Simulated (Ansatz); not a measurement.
System: AlN (space group F-43m).

Method: plane-wave DFT, no spin polarisation; energies at scaled volumes of the given cell, shape and fractions fixed, counted from the fit's minimum, third-order Birch-Murnaghan fit (Ansatz 0.2.0). All runs: no spin polarisation.

```tsv
setting	value
k mesh	10×10×10
occupations	Fermi–Dirac
smearing width	0.05 eV
```

Settings that differ: rPW86-PBE + rVV10: density cutoff 2100 eV, wave cutoff 420 eV, potentials Ansatz PAW; revPBE + D4: density cutoff 1680 eV, wave cutoff 420 eV, potentials Ansatz PAW; PBE: density cutoff 4570 eV, wave cutoff 1140 eV, potentials PseudoDojo standard; PBE + D4: density cutoff 1680 eV, wave cutoff 420 eV, potentials Ansatz PAW.

What does the calculation give for the energy against volume, with one curve for each functional? The cases: rPW86-PBE + rVV10; revPBE + D4; PBE; PBE + D4.

The fitted equilibrium volumes, smallest first, are revPBE + D4 10.290, PBE + D4 10.427, PBE 10.652, rPW86-PBE + rVV10 10.727 Å³/atom. The fitted bulk moduli, smallest first, are rPW86-PBE + rVV10 190.3, PBE 192.9, PBE + D4 201.4, revPBE + D4 203.4 GPa.

rPW86-PBE + rVV10:
```
volume (Å³/atom)  energy (meV/atom)
            9.79              55.93
           10.00              32.67
           10.21              16.05
           10.42               5.57
           10.63               0.58
           10.83               0.62
           11.04               5.26
```

revPBE + D4:
```
volume (Å³/atom)  energy (meV/atom)
            9.79              16.52
           10.00               5.40
           10.21               0.39
           10.42               1.00
           10.63               6.62
           10.83              16.81
           11.04              31.18
```

PBE:
```
volume (Å³/atom)  energy (meV/atom)
            9.79              48.00
           10.00              26.64
           10.21              11.92
           10.42               3.24
           10.63               0.04
           10.83               1.81
           11.04               8.10
```

PBE + D4:
```
volume (Å³/atom)  energy (meV/atom)
            9.79              26.81
           10.00              11.70
           10.21               2.93
           10.42               0.02
           10.63               2.32
           10.83               9.40
           11.04              20.85
```

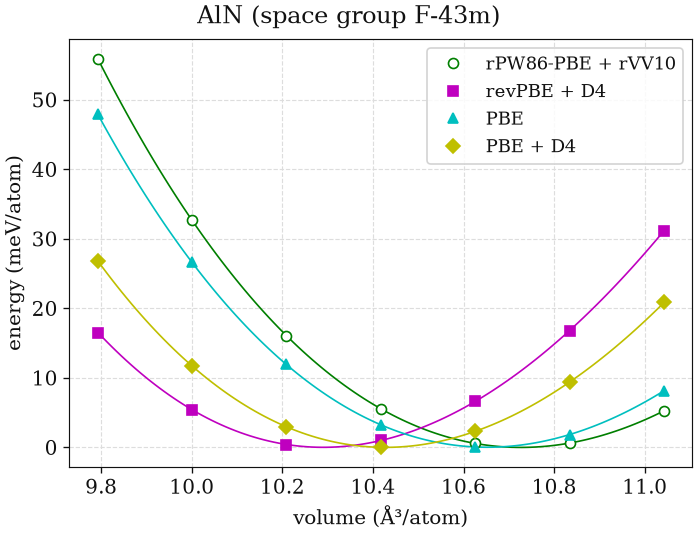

Limits of the calculation: the functional was run on potentials made for another functional (rPW86-PBE + rVV10, revPBE + D4).
